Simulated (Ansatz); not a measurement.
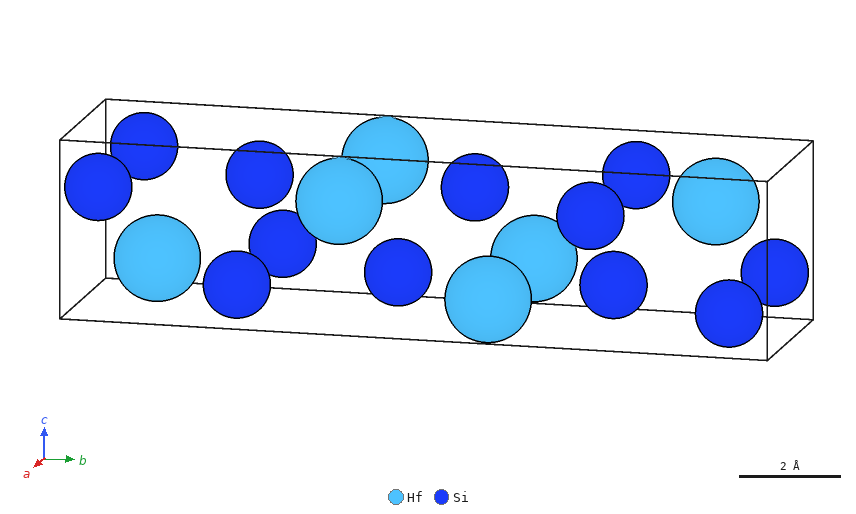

Spheres-only representation of a periodic structure, projected slightly off an axis. The lines enclose the conventional unit cell; boundary atoms appear with their images.

Cell dimensions are a = 3.661 Å, b = 14.540 Å, c = 3.659 Å, α = 90.00°, β = 90.00°, γ = 90.00°.

Read off the composition.

Answer. HfSi2. The cell holds 4 Hf, 8 Si, counting shared atoms by their share.

What lattice type does the structure have?

Answer. Base-centred orthorhombic.

Identify the space group.

Answer. Cmcm (No. 63), with Hf on 4c, Si on 4c and Si on 4c.

Its origin is a structure type known for this compound. Earlier steps of the study may have refined or changed the cell and positions. It went into a calculation with Ansatz.
